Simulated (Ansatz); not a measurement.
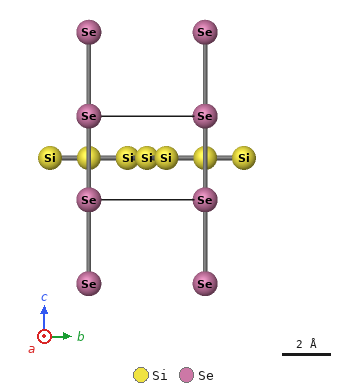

This is the input geometry for a relaxation of a crystal of Si5Se (a generated structure, set up in P6/mmm) (coarse preliminary run). A ball-and-stick model of the cell of the calculation, seen along the a axis.

These are results of Ansatz 0.2.0, DFT PBE, scalar-relativistic, plane waves, PAW, not measurements.

Input file:
```yaml
crystal:
  lattice:
    - [5.7025408, 0.0, 0.0]
    - [-2.8512704, 4.93854519, 0.0]
    - [0.0, 0.0, 3.55831182]
  atoms:
    - { symbol: Si, position: [0.5, 0.0, 0.5] }
    - { symbol: Si, position: [0.0, 0.5, 0.5] }
    - { symbol: Si, position: [0.5, 0.5, 0.5] }
    - { symbol: Si, position: [0.33333333, 0.66666667, 0.5] }
    - { symbol: Si, position: [0.66666667, 0.33333333, 0.5] }
    - { symbol: Se, position: [0.0, 0.0, 0.0] }
basis:
  ecutwfc: 420
kpoints:
  mp_grid: { grid: [6, 6, 6] }
hamiltonian:
  xc: pbe
scf:
  occupations: { method: gaussian, width: 0.1 }
  lower_state_search: "off"
output:
  forces: true
  stress: true
  eigenvalues: true
relax:
  adjacent_minimum: "off"
  f_tol: 0.04
  max_steps: 70
  cell: { stress_tol: 0.4 }
```

Command:
```bash
ansatz run input.yaml --threads 1 --pin off --max-ram 2560MiB --backend cpu --events-out ev --progress --plain --runs-dir out
```

### Where does the relaxation end?

After 15 accepted moves (17 points after the start) the energy has fallen by 5686 meV per atom. All forces vanish by symmetry, so only the cell relaxes. Pressure: 133.21 GPa at the start and 0.04 GPa at the end. At 2 points the geometry stayed and the basis and grid were re-selected for the new cell (energy shift of 94.8 meV per atom at most each time). The atoms keep their places relative to the cell (all moves are under 0.005 Å). The drawn cell changes as follows: a = b 5.703 → 8.253 Å (+44.7 %), c 3.558 → 2.470 Å (−30.6 %); the volume changes by +45.4 %. Near-neighbour distances that change, for instance: Si1–Si2 2.851 → 4.127 Å, Si1–Si1 3.558 → 2.470 Å, Se6–Se6 3.558 → 2.470 Å, Si1–Si4 1.646 → 2.382 Å. The space group stays P6/mmm (No. 191).

Final geometry:

```
Si Se
1.0
     8.25303    0.00000    0.00000
    -4.12651    7.14733    0.00000
     0.00000    0.00000    2.46955
Si Se
5 1
Direct
  0.50000 0.00000 0.50000
  0.00000 0.50000 0.50000
  0.50000 0.50000 0.50000
  0.33333 0.66667 0.50000
  0.66667 0.33333 0.50000
  0.00000 0.00000 0.00000
```

The end point in the same view:

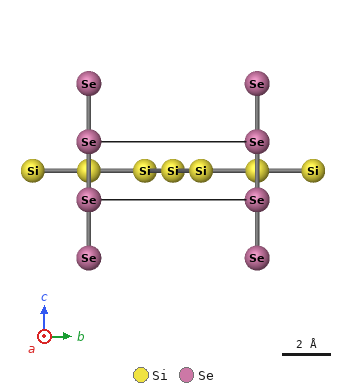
